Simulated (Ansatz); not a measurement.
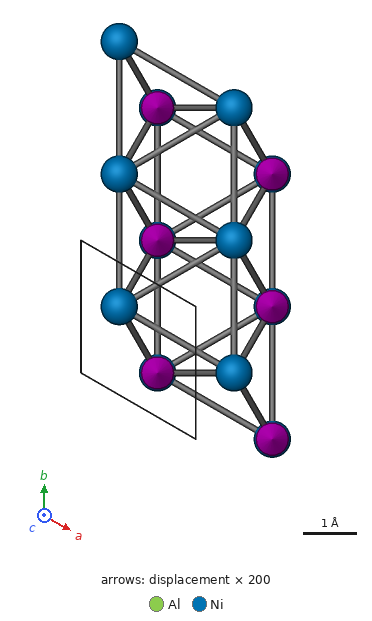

A relaxation of a crystal of AlNi4 (a generated structure, set up in P6_3/mmc) (coarse preliminary run). The starting structure is drawn; purple arrows show the displacements (the part carried along by the change of the cell is left out), 200 times their true length.

Style: ball-and-stick. Shown: the cell of the calculation, repeated 2 × 3 × 1 with one cell outlined, along the c axis.

All numbers below come from DFT PBE, scalar-relativistic, plane waves, PAW (Ansatz).

The input:
```yaml
crystal:
  lattice:
    - [2.53952412, 0.0, 0.0]
    - [-1.26976206, 2.1992924, 0.0]
    - [0.0, 0.0, 19.9858462]
  atoms:
    - { symbol: Al, position: [0.33333333, 0.66666667, 0.75] }
    - { symbol: Al, position: [0.66666667, 0.33333333, 0.25] }
    - { symbol: Ni, position: [0.33333333, 0.66666667, 0.95], spin: 2.0 }
    - { symbol: Ni, position: [0.33333333, 0.66666667, 0.15], spin: 2.0 }
    - { symbol: Ni, position: [0.33333333, 0.66666667, 0.35], spin: 2.0 }
    - { symbol: Ni, position: [0.33333333, 0.66666667, 0.55], spin: 2.0 }
    - { symbol: Ni, position: [0.66666667, 0.33333333, 0.05], spin: 2.0 }
    - { symbol: Ni, position: [0.66666667, 0.33333333, 0.45], spin: 2.0 }
    - { symbol: Ni, position: [0.66666667, 0.33333333, 0.65], spin: 2.0 }
    - { symbol: Ni, position: [0.66666667, 0.33333333, 0.85], spin: 2.0 }
basis:
  ecutwfc: 420
kpoints:
  mp_grid: { grid: [6, 6, 1] }
hamiltonian:
  xc: pbe
scf:
  occupations: { method: gaussian, width: 0.1 }
  lower_state_search: "off"
output:
  forces: true
  stress: true
  eigenvalues: true
  populations: true
magnetization:
  spin_polarized: true
relax:
  adjacent_minimum: "off"
  f_tol: 0.04
  max_steps: 70
  cell: { stress_tol: 0.4 }
```

Command:
```bash
ansatz run input.yaml --threads 1 --pin off --max-ram 2560MiB --backend cpu --events-out ev --progress --plain --runs-dir out
```

Atoms of which element are displaced furthest, and by how much?

Answer. Nickel: up to 0.032 Å, against 0.000 Å for aluminium.

What happened in the run?

Answer. The largest moves relative to the cell, 0.032 Å, are those of Ni4, Ni5, Ni9 and Ni10. Ni4 goes along +c. Al stays in place. The drawn cell changes as follows: a = b 2.540 → 2.587 Å (+1.9 %), c 19.986 → 19.862 Å (−0.6 %); the volume changes by +3.1 %. Some distances before and after: Ni10–Ni10 2.540 → 2.587 Å, Al1–Al1 2.540 → 2.587 Å, Ni3–Ni10 2.479 → 2.513 Å, Al1–Ni10 2.479 → 2.459 Å. The space group stays P6_3/mmc (No. 194). The energy falls by 0.124 eV per cell of the calculation in 2 accepted moves (3 points after the start). Largest force component: 0.38 eV/Å at the start, 0.04 eV/Å at the end. Pressure: 5.70 GPa at the start and 0.03 GPa at the end. At 1 point the geometry stayed and the basis and grid were re-selected for the new cell (energy shift of 1.1 meV per cell of the calculation at most each time).

Limits of the set-up: the k-point mesh is coarse for a cell with partly filled bands.
